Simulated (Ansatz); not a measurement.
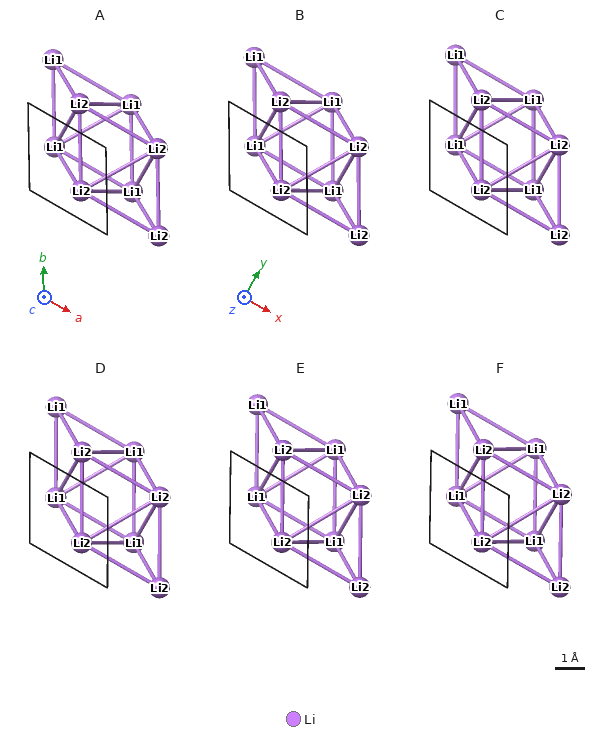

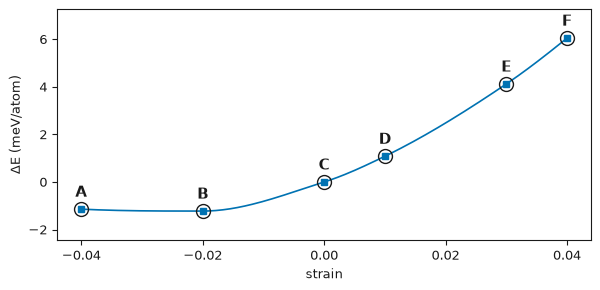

Energy scan for solid Li (P6_3/mmc), in which the cell is strained along y alone, with the atoms kept at their fractional coordinates. x, y and z are the Cartesian axes of the input. The lettered frames are marked on the plot. Style: ball-and-stick. Shown: the cell of the calculation, repeated 2 × 2 × 1 with one cell outlined, along the c axis.

These are results of DFT PBEsol, scalar-relativistic, plane waves, PAW (Ansatz), not measurements. Set-up: plane-wave cutoff 420 eV; k-point mesh 18 × 18 × 10; occupations gaussian; smearing width 0.15 eV; no spin polarisation. Energies (free energies at the smearing named) are counted from the cell as listed in its source, which wasn't relaxed.

Question: Read off the main features of the energy profile.

Answer: Of the computed points the lowest is at the strain −0.02, −1.22 meV/atom. The unrelaxed reference is under a pressure of −0.7 GPa, which tilts the curve. The distortion takes the space group from P6_3/mmc to Cmcm. At the strain −0.04 the cell of the drawing goes b 3.111 → 3.018 Å, γ 120.0° → 121.0°.

The computed points:

```
strain  ΔE (meV/atom)
−0.040          −1.14
−0.020          −1.22
 0.000           0.00
 0.010           1.08
 0.030           4.12
 0.040           6.05
```
